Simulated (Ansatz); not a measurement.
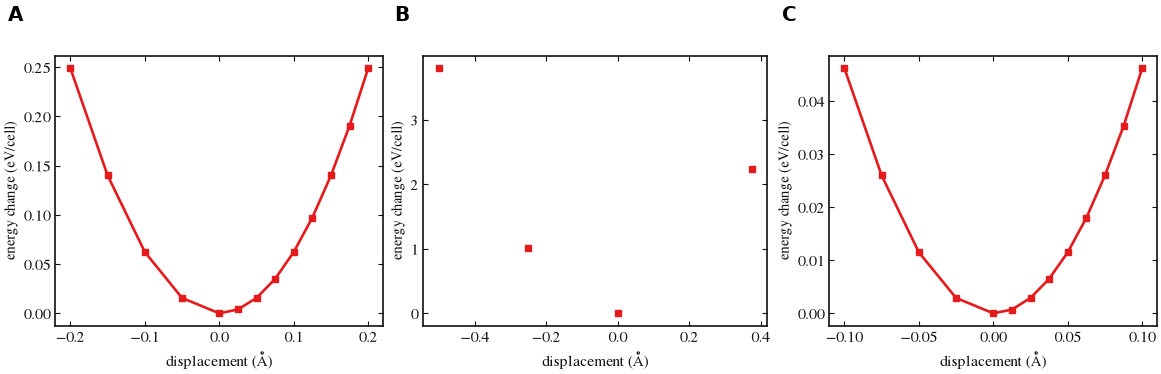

Each panel shows the energy change against displacement for one of these solids: AlNi₃, Fm-3m (No. 225), 11.0 Å³/atom, moved element Al, direction [1.0, 0.0, 0.0]; CoSi₂, Fm-3m (No. 225), 12.5 Å³/atom, moved element Si, direction [0.0, 1.0, 0.0]; Ti₄O₃, I4/mmm (No. 139), 10.4 Å³/atom, moved element O, direction [0.57735, 0.57735, 0.57735].

Calculation (Ansatz 0.2.0): all atoms of one element of a crystal moved along a line, all else fixed, by plane-wave density functional theory with PAW datasets, free energies less that of the undisturbed cell, pressure positive in compression; scalar-relativistic. Level: PBEsol, no spin polarisation.

> Which panel belongs to which solid?

A is CoSi₂ (energy change from 0.0000 eV/cell to 0.2491 eV/cell); B is Ti₄O₃ (energy change from 0.00 eV/cell to 3.80 eV/cell); C is AlNi₃ (energy change from 0.0000 eV/cell to 0.0462 eV/cell).

For AlNi₃, limits of the calculation: no spin polarisation, a magnetic state may lie lower.

For CoSi₂, limits of the calculation: no spin polarisation, a magnetic state may lie lower.

For Ti₄O₃, limits of the calculation: no spin polarisation, a magnetic state may lie lower.
